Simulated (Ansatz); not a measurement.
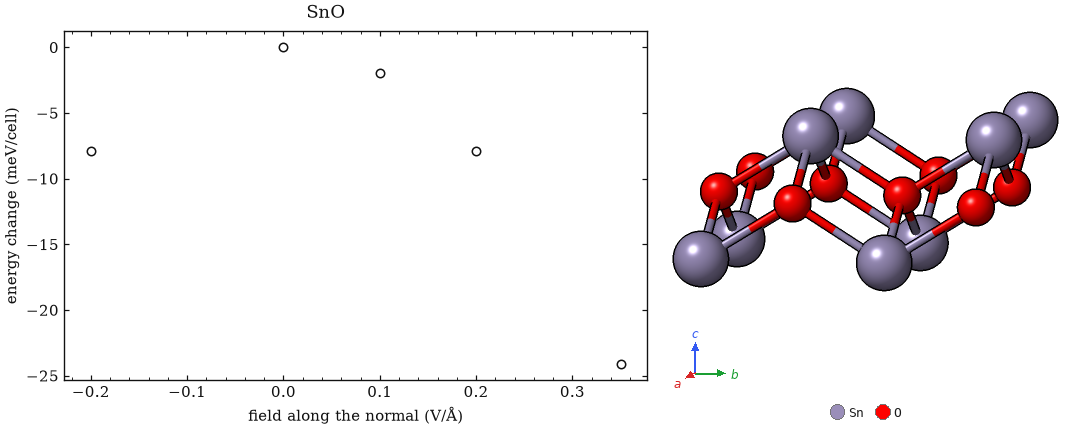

Figure. Energy change against field along the normal for SnO (a slab or sheet, periodic in two directions). The slab (repeated in the plane, vacuum cut away) is drawn beside the plot.

A parabola through the points at small field, E = −pF − αF²/2, gives a polarisability α of 0.39 e·Å²/V per cell and a dipole p of 0.000 e·Å, zero within the fit. Among the computed points the energy change is highest at 0.00 V/Å and falls on both sides, to −7.87 meV/cell at −0.20 V/Å and −24.13 meV/cell at 0.35 V/Å, as the field polarises the system.

How it was computed, with Ansatz 0.2.0: a free-standing sheet in an external electric field along +c, atoms held, the sheet is isolated along c, plane waves with PAW datasets, Γ-centred k mesh. Level: PBE with D3(BJ), no spin polarisation.

- wave cutoff: 420 eV
- k mesh: 6×6×1
- occupations: Gaussian
- smearing width: 0.02 eV
- cell kind: slab
- boundary: isolated

Starting cell:
```xyz
4
Lattice="3.8206 0.0000 0.0000 0.0000 3.8206 0.0000 0.0000 0.0000 30.6349" Properties=species:S:1:pos:R:3 pbc="T T T"
Sn    2.8654    0.9551   14.1354
O     0.9551    0.9551   15.3175
O     2.8654    2.8654   15.3175
Sn    0.9551    2.8654   16.4995
```

Caveats: structure snapped to symmetry; xc potential rough in thin density.
